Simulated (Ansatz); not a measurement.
```xyz
8
Lattice="5.8410 0.0000 0.0000 0.0000 0.0000 -5.8410 0.0000 5.8410 0.0000" Properties=species:S:1:pos:R:3 pbc="T T T"
Hg    2.9205    0.0000   -2.9205
Hg    0.0000    2.9205   -2.9205
Hg    0.0000    0.0000    0.0000
Hg    2.9205    2.9205    0.0000
S     1.4603    1.4603   -4.3807
S     4.3807    4.3807   -4.3807
S     4.3807    1.4603   -1.4603
S     1.4603    4.3807   -1.4603
```

Space group F-43m; a generated structure, not necessarily the stable one.

Theory: DFT PBEsol, spin-orbit coupling, plane waves, PAW in Ansatz.

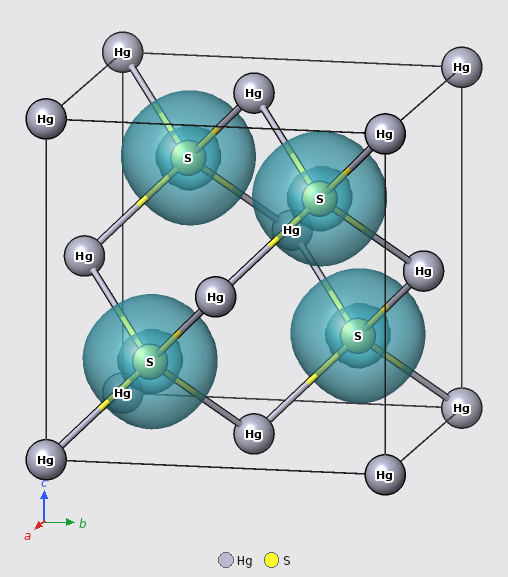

HgS. Isosurface of the electron localisation function at 0.7 (cyan), seen slightly off an axis. Core shells and regions of very low density are left out. Sticks mark near contacts.

In a PAW calculation such maps are meaningful between the atoms, not at the nuclei.

Where are the electrons localised?

Answer. At this value the surface marks out four regions wrapped around S (the valence shell of each), counted in one cell of 8 atoms. Any copies at cell faces, edges or corners count once. Along the contacts the grid gives the following. Hg–S (2.53 Å): the ELF peaks at about 0.90 in the valence shell of S, 0.8 Å from its nucleus, and drops to about 0.20 between the two atoms.
